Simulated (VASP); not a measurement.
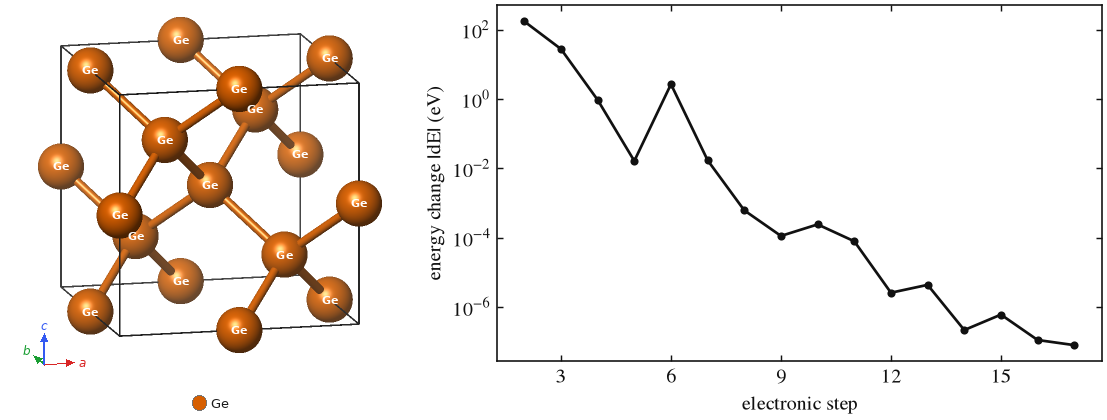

Beside the plot: the structure in its conventional cell.

The plot shows the electronic steps of a calculation: energy change |dE|.

System: Ge (Fd-3m, 2 atoms in the cell).
Method: DFT, r2SCAN, plane waves, PAW (VASP); cutoff 520 eV, 8×8×8 k-mesh, Fermi–Dirac smearing of 0.02 eV.

Did the calculation converge?

Answer. It converged, after 17 steps. The energy change falls unevenly and jumps up by a factor of two or more 3 times on the way down, most sharply at step 6 (by a factor of about 200). The jump at step 6 comes where the charge density, held fixed for the first 5 steps, starts to be updated.

Read the energy change at the first and at the last step drawn.

Answer. It starts near 200 and ends near 8 × 10⁻⁸ eV.
